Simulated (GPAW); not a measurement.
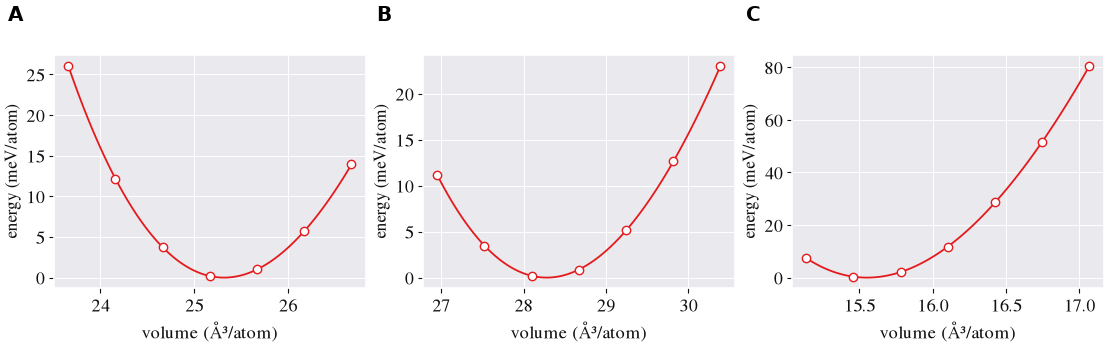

Each panel shows the energy against volume for one of these solids: InP, F-43m (No. 216); NbP, I4_1md (No. 109); PbSe, Fm-3m (No. 225).

Method: PAW DFT in plane waves, on a grid or in atomic orbitals, no spin polarisation; energies at scaled volumes of the given cell, shape and fractions fixed, counted from the fit's minimum, third-order Birch-Murnaghan fit (GPAW 26.7.0). Level: PBEsol.

**Match the panels to the solids.**

A is InP (energy from 0.19 meV/atom to 26.05 meV/atom, V0 25.32 Å³/atom, B0 67.5 GPa); B is PbSe (energy from 0.19 meV/atom to 23.04 meV/atom, V0 28.28 Å³/atom, B0 52.8 GPa); C is NbP (energy from 0.35 meV/atom to 80.60 meV/atom, V0 15.55 Å³/atom, B0 206 GPa).

For NbP, limits of the calculation: shape and atomic fractions are frozen while scaling, which makes layered, chain and framework solids too stiff.

For PbSe, limits of the calculation: spin-orbit coupling left out, heavy elements.
